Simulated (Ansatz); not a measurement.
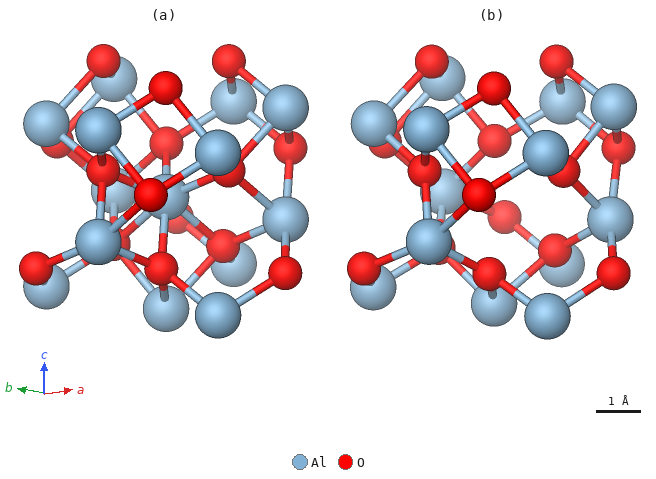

Left: perfect Al$_{2}$O$_{3}$. Right: the same region with one point defect, after relaxing the atoms in a supercell of 120 sites. A ball-and-stick model of the atoms within 3.8 Å of one point, seen from a free direction.

All numbers below come from DFT, PBEsol, PAW, plane waves in Ansatz 0.2.0. Set-up: plane-wave cutoff 420 eV; k-point mesh 1 × 1 × 1; mesh shifted by (0.25, 0.25, 0.25); collinear spin. Fermi-Dirac smearing of 0.01 eV. The axes drawn are those of the host's conventional cell.

Q: What kind of defect was made?

A: An aluminium atom is taken out (a vacancy).

The charge state of the cell is 0.

Q: How does the lattice respond?

A: Around the empty Al site the host had 6 O at 1.86 to 1.97 Å; after relaxation the nearest atoms are 6 O at 2.03 to 2.12 Å. Of the host's atoms, an oxygen atom moves furthest from its site, by 0.18 Å. The cell's net moment is 3.00 μB.
